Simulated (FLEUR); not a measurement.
**A series of single points on Sm**

System: Sm (P6₃/mmc, 2 atoms in the cell).
Method: Kohn-Sham DFT of a periodic cell, LDA, all-electron, spin-polarised (FLEUR MaX-R8.1 (later development tree)).

The 5 runs differ only in the geometry, by an even scaling of the cell at fixed fractional positions. The structure derives from an entry of the Crystallography Open Database.

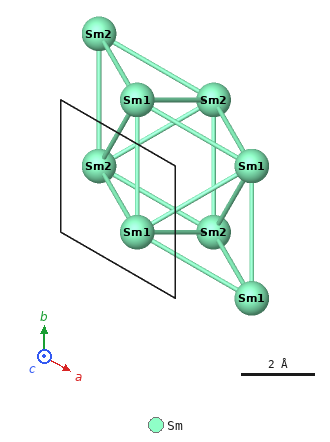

Figure 1. The structure of run 3 (ball-and-stick view of the cell of the calculation, repeated 2 × 2 × 1, along the c axis; atoms are numbered from 1 in the order of the input).

**Input of run 3**
```
<?xml version="1.0" encoding="UTF-8" standalone="no"?>
<fleurInput fleurInputVersion="0.39">
   <comment>
      Sm                                                                                                  
   </comment>
   <calculationSetup>
      <cutoffs Kmax="4.1" Gmax="12.7" GmaxXC="12.7" numbands="0"/>
      <scfLoop itmax="60" minDistance="0.00001" maxIterBroyd="15" imix="Anderson" alpha="0.05" precondParam="0.0" spinf="2.0" sdNocoIR="T"/>
      <coreElectrons ctail="T" frcor="F" kcrel="0" coretail_lmax="0"/>
      <xcFunctional name="vwn" relativisticCorrections="F"/>
      <magnetism jspins="2"/>
      <soc l_soc="F" theta="0.0" phi="0.0" spav="F"/>
      <expertModes spex="0" secvar="F"/>
      <geometryOptimization l_f="F" forcealpha="1.0" forcemix="BFGS" epsdisp="0.00001" epsforce="0.00001"/>
      <ldaU l_linMix="F" mixParam="0.05" spinf="1.0"/>
   </calculationSetup>
   <cell>
      <bzIntegration valenceElectrons="32.0" mode="hist" fermiSmearingEnergy="0.00183747">
         <kPointListSelection listName="default-1"/>
         <!-- k-points included here -->
         <xi:include xmlns:xi="http://www.w3.org/2001/XInclude" href="kpts.xml"> </xi:include>
      </bzIntegration>
      <!-- symmetry operations included here -->
      <xi:include xmlns:xi="http://www.w3.org/2001/XInclude" href="sym.xml"> </xi:include>
      <bulkLattice scale="1.0">
         <bravaisMatrix>
            <row-1>    6.8861619980424003     0.0000000000000000     0.0000000000000000</row-1>
            <row-2>   -3.4430809990212001     5.9635912248976881     0.0000000000000000</row-2>
            <row-3>    0.0000000000000000     0.0000000000000000    11.1040307081495992</row-3>
         </bravaisMatrix>
      </bulkLattice>
   </cell>
   <atomSpecies>
      <species name="Samarium (5.000" element="Sm" atomicNumber="62">
         <mtSphere radius="2.66" gridPoints="879" logIncrement="0.015"/>
         <atomicCutoffs lmax="11" lnonsphr="8"/>
         <electronConfig flipSpins="F">
            <coreConfig>(1s1/2) (2s1/2) (2p1/2) (2p3/2) (3s1/2) (3p1/2) (3p3/2) (4s1/2) (3d3/2) (3d5/2) (4p1/2) (4p3/2) (4d3/2) (4d5/2)</coreConfig>
            <valenceConfig>(5s1/2) (5p1/2) (5p3/2) (6s1/2) (4f5/2) (4f7/2)</valenceConfig>
            <stateOccupation state="(4f5/2)" spinUp="2.0714285714286" spinDown="0.5"/>
            <stateOccupation state="(4f7/2)" spinUp="3.4285714285714" spinDown="0.0"/>
         </electronConfig>
         <energyParameters s="6" p="5" d="5" f="4"/>
         <lo type="SCLO" l="0" n="5" eDeriv="0"/>
         <lo type="HELO" l="1" n="6" eDeriv="0"/>
         <lo type="HELO" l="1" n="6" eDeriv="1"/>
         <lo type="SCLO" l="2" n="5" eDeriv="2"/>
         <lo type="SCLO" l="3" n="4" eDeriv="2"/>
      </species>
   </atomSpecies>
   <atomGroups>
      <atomGroup species="Samarium (5.000">
         <relPos label="                   1">-1.000/3.000 1.000/3.000 -1.000/4.000</relPos>
         <relPos label="                   2">1.000/3.000 -1.000/3.000 1.000/4.000</relPos>
         <force calculate="T" relaxXYZ="TTT"/>
      </atomGroup>
   </atomGroups>
   <output dos="F" band="F" slice="F">
      <checks vchk="F" cdinf="F"/>
      <bandDOS minEnergy="-.5*Htr" maxEnergy="0.5*Htr" sigma="0.015" storeEVData="T"/>
      <vacuumDOS vacdos="F" integ="F" star="F" nstars="0" locx1="0.0" locy1="0.0" locx2="0.0" locy2="0.0" nstm="0" tworkf="0.0"/>
      <unfoldingBand unfoldBand="F" supercellX="1" supercellY="1" supercellZ="1"/>
      <plotting iplot="0" polar="F">
         <plot TwoD="T" vec1="  1.0  0.0  0.0" vec2="  0.0  1.0  0.0" vec3="  0.0  0.0  1.0" zero="  0.0  0.0  0.0" file="plot"/>
      </plotting>
      <chargeDensitySlicing numkpt="0" minEigenval="0.0" maxEigenval="0.0" nnne="0" pallst="F"/>
      <specialOutput eonly="F"/>
      <moessbauerParams electricFieldGradient="T" isomerShift="T" coreHyperfine="T" valenceHyperfine="T"/>
      <magneticCircularDichroism mcd="F" energyLo="-10.0" energyUp="0.0"/>
   </output>
  <!-- We include the file relax.xml here to enable relaxations (see documentation) -->
  <xi:include xmlns:xi="http://www.w3.org/2001/XInclude" href="relax.xml"> <xi:fallback/> </xi:include>
</fleurInput>
```

Run 2 has the same physical settings and fractional positions; its lattice vectors (Å) are:
```
   3.594751    0.000000    0.000000
  -1.797375    3.113145    0.000000
   0.000000    0.000000    5.796585
```

**Results, with one run withheld**

```tsv
run	volume per atom (Å³)	free energy per atom, from the lowest run given (meV)
1	31.759	0.00
2	32.435	?
3	33.786	11.94
4	35.138	25.15
5	35.813	33.09
```

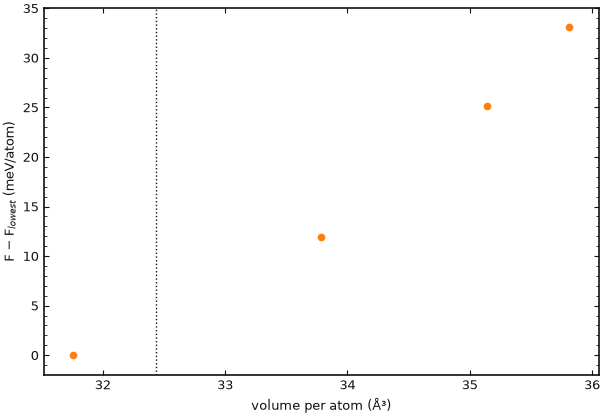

Figure 2. Free energy per atom of the runs given; the dotted line marks run 2.

Fit the runs given and predict run 2.

A quadratic polynomial in V^(−2/3) (the Birch–Murnaghan form), fitted to the 4 runs given, misses them by at most 0.03 meV per atom. With x = V^(−2/3) − 0.09516 Å⁻², it reads F = 14.361 − 4839.7 x + 3.704e+05 x² (meV per atom). At run 2 it gives 2.76 meV per atom, and the run itself gives 2.73. The fit has no minimum inside this range.

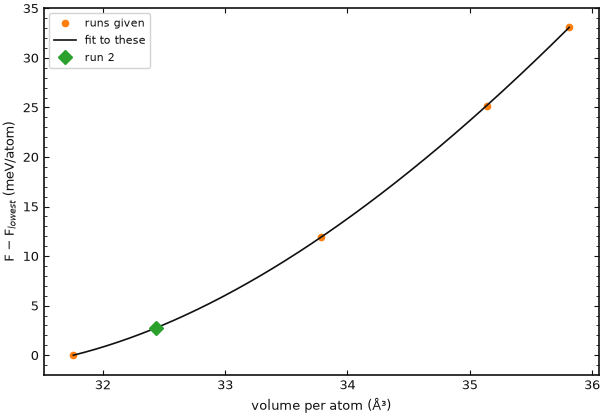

Figure 3. The fit and the withheld run.

**Output (run 2)**
```
Welcome to FLEUR        (www.flapw.de)
      MaX-Release 8.1          (www.max-centre.eu)

 ========== k-point set info ==========
 Selected k-point list: default-1
 k-point list type: mesh
 8 x 8 x 5
 Number of k points: 30

 ------------Calculation Setup---------------------------
 Number of MPI-tasks      :            1
 Number of PE/node        :            1
 Number of OMP-threads    :            1
 Most efficient MPI parallelization for:
           1           2           3           5           6          10          15          30
 Additional eigenvalue parallelization possible
 Number of basis functions:          607
 Approximate size of matrices (H+S) per k-point:         0.005 GB
 --------------------------------------------------------

 Iteration:     1   Distance:      69.43235137 me/bohr^3

 Iteration:     2   Distance:      13.43748009 me/bohr^3

 Iteration:     3   Distance:      19.05739473 me/bohr^3

 Iteration:     4   Distance:      11.74693884 me/bohr^3

 Iteration:     5   Distance:       2.74665769 me/bohr^3

 Iteration:     6   Distance:       1.96953541 me/bohr^3

 Iteration:     7   Distance:       1.89378536 me/bohr^3

 Iteration:     8   Distance:       1.30937516 me/bohr^3

 Iteration:     9   Distance:       2.41628479 me/bohr^3

 Iteration:    10   Distance:       0.45247271 me/bohr^3

 Iteration:    11   Distance:       0.10573403 me/bohr^3

 Iteration:    12   Distance:       0.09010717 me/bohr^3

 Iteration:    13   Distance:       0.07136820 me/bohr^3

 Iteration:    14   Distance:       0.07159858 me/bohr^3

 Iteration:    15   Distance:       0.03614861 me/bohr^3

 Iteration:    16   Distance:       0.02029507 me/bohr^3

 Iteration:    17   Distance:       0.01985859 me/bohr^3

 Iteration:    18   Distance:       0.01375061 me/bohr^3

 Iteration:    19   Distance:       0.00327263 me/bohr^3

 Iteration:    20   Distance:       0.00092290 me/bohr^3

 Iteration:    21   Distance:       0.00095479 me/bohr^3

 Iteration:    22   Distance:       0.00033850 me/bohr^3

 Iteration:    23   Distance:       0.00022752 me/bohr^3

 Iteration:    24   Distance:       0.00030239 me/bohr^3

 Iteration:    25   Distance:       0.00006514 me/bohr^3

 Iteration:    26   Distance:       0.00002431 me/bohr^3

 Iteration:    27   Distance:       0.00001437 me/bohr^3

 Iteration:    28   Distance:       0.00000210 me/bohr^3

 ********************************************************************
 Run finished successfully
 Stop message:
   all done
 ********************************************************************
```
